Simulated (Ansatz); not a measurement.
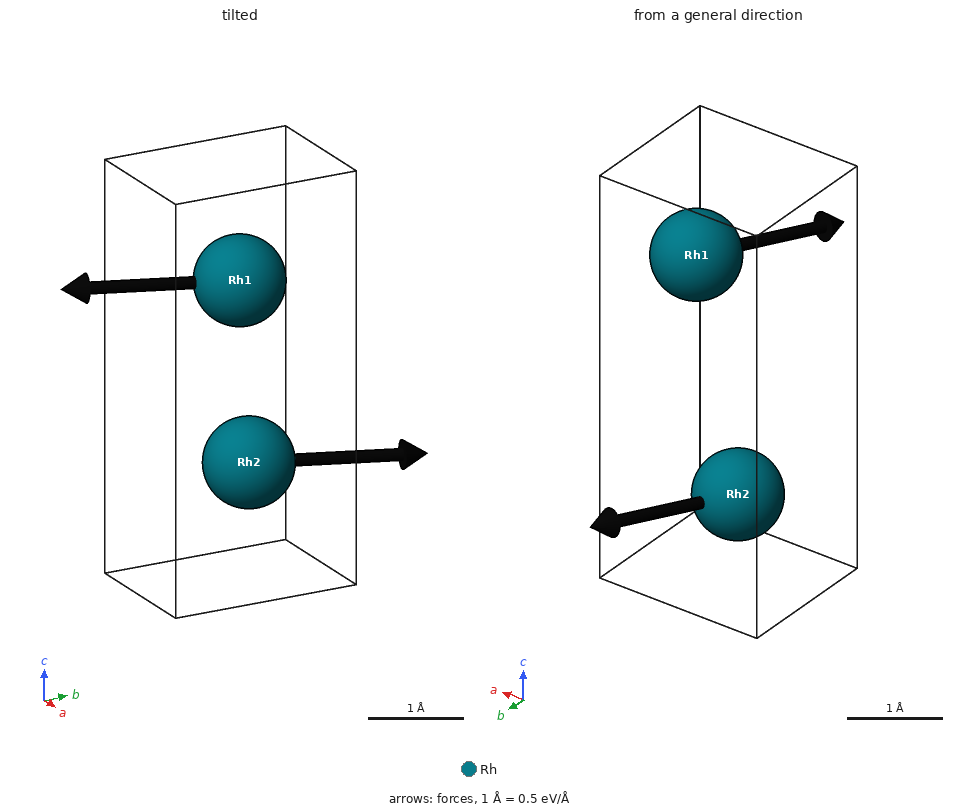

The crystal in a spheres-only representation, seen slightly off an axis and from a general direction. Thin lines show the simulation cell, with boundary atoms drawn in all their periodic places. The arrows are the computed forces on the atoms.

System: Rh. All computed values are from DFT r2SCAN, scalar-relativistic, plane waves, PAW (Ansatz). Settings: plane-wave cutoff 500 eV, k-grid 18×18×12, Gaussian smearing of 0.15 eV, no spin polarisation.

> Is the structure at rest?

No. The atoms still feel forces of up to about 0.75 eV/Å, far above a usual threshold of 0.01 to 0.03 eV/Å.

> Which atom has the biggest force on it?

Rh1 and Rh2, about 0.75 eV/Å.

Provenance: a structure listed in the Materials Project. The cell was then strained or its atoms displaced on purpose. A calculation with Ansatz used it as input.
